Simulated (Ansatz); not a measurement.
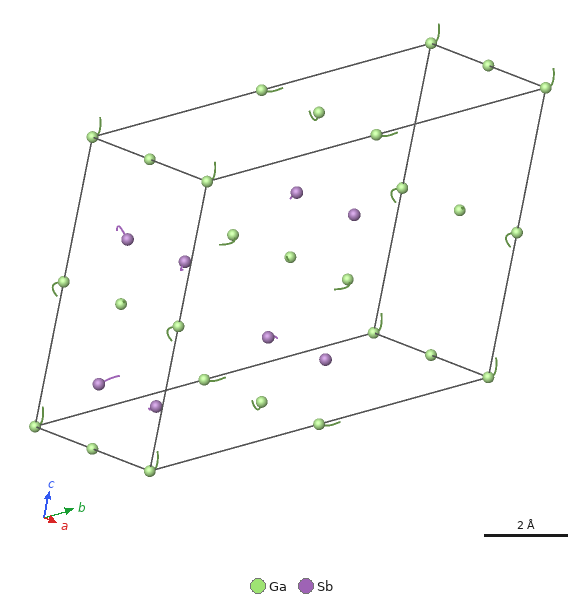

A Born-Oppenheimer molecular dynamics run of a 16-atom cell of GaSb (set up in F-43m), 90 fs long. Lines trace each atom's path, in the colour of its element; spheres stand at the starting positions. Seen slightly off an axis in the reduced simulation cell.

These are results of Ansatz, DFT PBEsol, scalar-relativistic, plane waves, PAW, not measurements. Run with plane-wave cutoff 420 eV; k-point mesh 2 × 2 × 2; Fermi-Dirac smearing 0.155 eV; volume 1.06 times that of the relaxed crystal; Nosé-Hoover thermostat (NVT); set temperature 1800 K; time step 6 fs.

What do the traces tell about the motion?

In the second half of the run the atoms are, in the root-mean-square, this far from where they began (common drift taken out): Ga 0.30 Å, Sb 0.28 Å. The run lasts only 90 fs, too short to tell vibration from diffusion. The time step of 6 fs is long for the fastest vibrations here (lightest element gallium).

The run took 2 min on 4 threads of Arm Neoverse V2, with other jobs on the host, peak memory 1.6 GiB.
